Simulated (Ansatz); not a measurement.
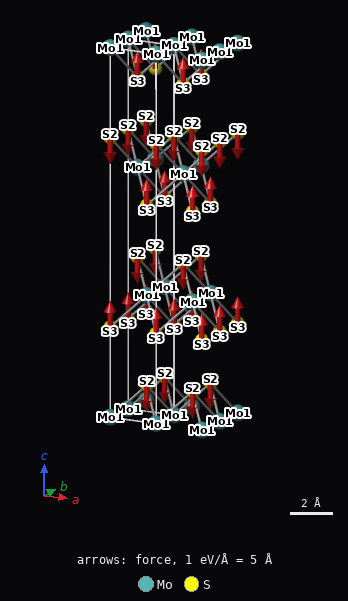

Starting geometry of crystalline MoS₂ (built on the measured structure type) with the computed forces as red arrows. Style: ball-and-stick. Shown: the conventional cell (3 times the calculation's cell), repeated 2 × 2 × 1 with one cell outlined, slightly off an axis. Lengths and directions refer to the drawn axes.

Computed with Ansatz 0.2.0, DFT, r2SCAN+rVV10, plane waves, PAW.

Input
```yaml
crystal:
  lattice:
    - [1.5694921305, 0.906146704, 5.9392427034]
    - [-1.5694921305, 0.906146704, 5.9392427034]
    - [0.0, -1.8122934081, 5.9392427034]
  atoms:
    - { symbol: Mo, position: [0.0, 0.0, 0.0] }
    - { symbol: S, position: [0.7564217366, 0.7564217366, 0.7564217366] }
    - { symbol: S, position: [0.2435782634, 0.2435782634, 0.2435782634] }
kpoints:
  mp_grid: { grid: [8, 8, 8] }
hamiltonian:
  xc: r2scan
  dispersion: rvv10
scf:
  occupations: { method: fermi_dirac, width: 0.02 }
relax:
  f_tol: 0.005
  cell: {}
```

Launched with:
```bash
ansatz run input.yaml --threads 2 --pin off --max-ram 2211MiB --backend cpu --events-out ev --progress --plain --runs-dir out
```

> Is this structure relaxed? If not, where do the atoms go?

It isn't relaxed: the largest force vector, on S atoms, is 0.26 eV/Å. The atoms end up moving mostly along the starting forces (cosine between the two patterns 1.00). The largest moves relative to the cell, 0.070 Å, are those of S2 and S3. S3 goes along +c. Mo stays in place. The drawn cell changes as follows: a = b 3.139 → 3.193 Å (+1.7 %), c 17.818 → 18.231 Å (+2.3 %); the volume changes by +5.9 %. The space group stays R-3m (No. 166). After 4 accepted moves (6 points after the start) the energy has fallen by 11.9 meV per atom. Largest force component: 0.26 eV/Å at the start, 0.00048 eV/Å at the end. Pressure: 2.33 GPa at the start and 0.00 GPa at the end. The line search rejected the trial step at point 1 of the run. The SCF was repeated once at an unchanged geometry on a basis and grid sized afresh for the cell, which shifted the energy by 0.3 meV per atom at most.
